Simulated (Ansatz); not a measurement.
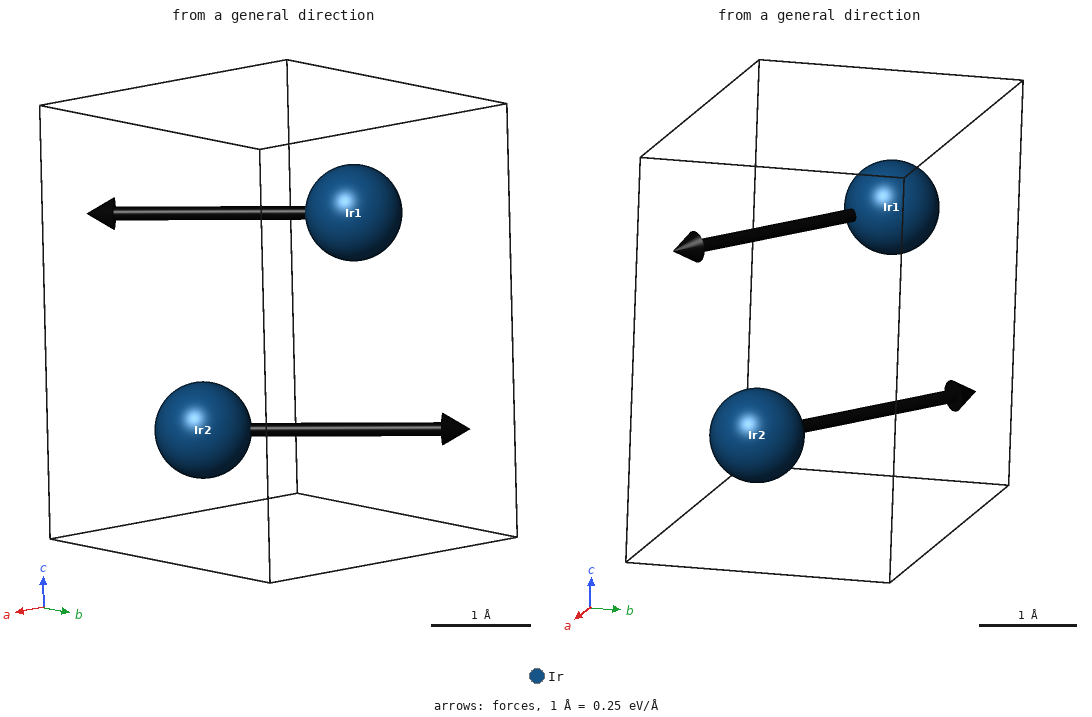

Spheres-only drawing of the structure, looking from two general directions. The cell (the run's own, in a reduced setting) is drawn as a box. The arrows are the computed forces on the atoms.

System: Ir. All computed values are from Ansatz 0.2.0, DFT r2SCAN, scalar-relativistic, plane waves, PAW. Settings: E_cut = 500 eV, k-points about 0.15 Å⁻¹ apart, Gaussian smearing of 0.15 eV, no spin polarisation.

Question: Is the structure at rest?

Answer: No. The atoms still feel forces of up to about 0.57 eV/Å, far above a usual threshold of 0.01 to 0.03 eV/Å.

Question: Identify the atom with the maximum force.

Answer: Ir1 and Ir2, about 0.57 eV/Å.

The cell started as a structure listed in the Materials Project. The cell was then strained or its atoms displaced on purpose. Ansatz was used for an electronic-structure calculation on it.
